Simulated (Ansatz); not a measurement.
**CdSe: density, localisation and related maps**

```
CELL_PARAMETERS angstrom
4.01935 0.00000 0.00000
-2.00968 3.48086 0.00000
0.00000 0.00000 6.65872
ATOMIC_POSITIONS crystal
Cd 0.00000 0.00000 0.00000
Cd 0.00000 0.00000 0.50000
Se 0.33333 0.66667 0.25000
Se 0.66667 0.33333 0.75000
```

Space group P6₃/mmc; started from the NiAs prototype, which need not be the ambient phase; computed pressure about −4 GPa in this cell.

The calculation used DFT, LDA, plane waves, PAW in Ansatz 0.2.0.

In a PAW calculation such maps are meaningful between the atoms, not at the nuclei.

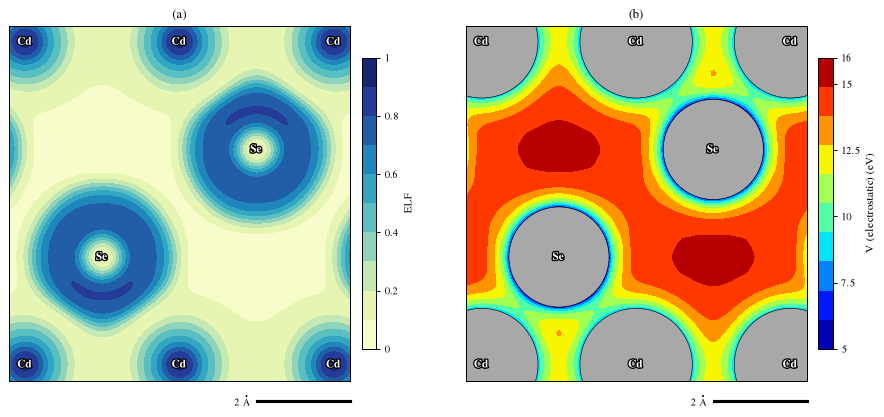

Figure 1. (a) electron localisation function; (b) electrostatic potential (local pseudopotential plus Hartree) felt by an electron on the (110) plane of the conventional cell. Grey discs cover the atomic cores in the potential map.

Question: Read the bonding off the picture.

Answer: The section cuts through Cd and Se sites. Cd–Se (2.86 Å): the ELF is about 0.30 at the midpoint and 0.15 at its lowest between the atoms. The features right at Cd lie inside the PAW spheres, where the map follows smoothed inner orbitals and isn't to be read closely. Outside the cores the potential energy rises away from the atoms and is highest about 2.3 Å from the nearest atoms; its zero is arbitrary.

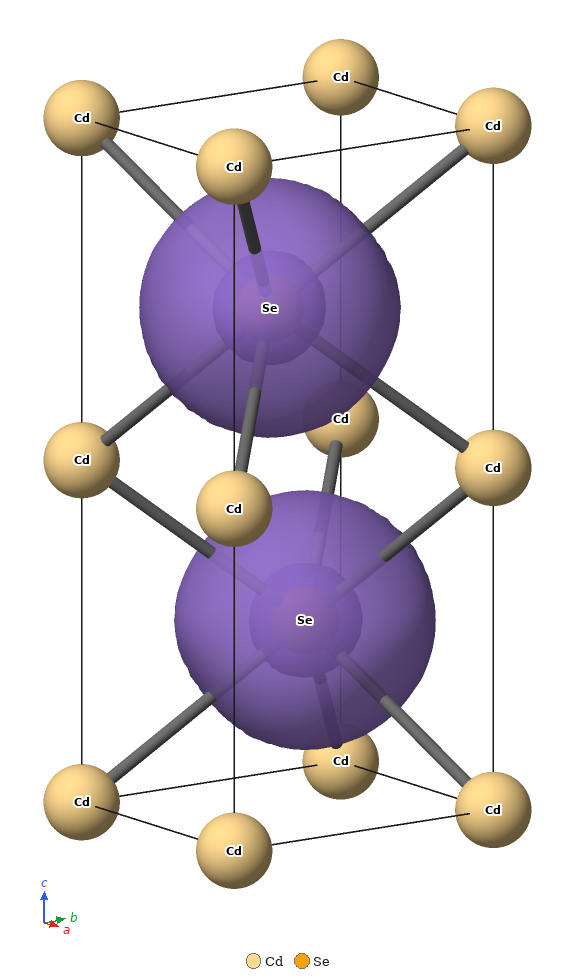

Figure 2. Isosurface of the ELF at 0.65 (purple), seen slightly off an axis. Core shells and regions of very low density are left out. Sticks mark near contacts.

Question: Describe the localisation domains.

Answer: At this value the surface marks out two regions wrapped around Se (the valence shell of each), counted in one cell of 4 atoms. Regions shared between cells count once.
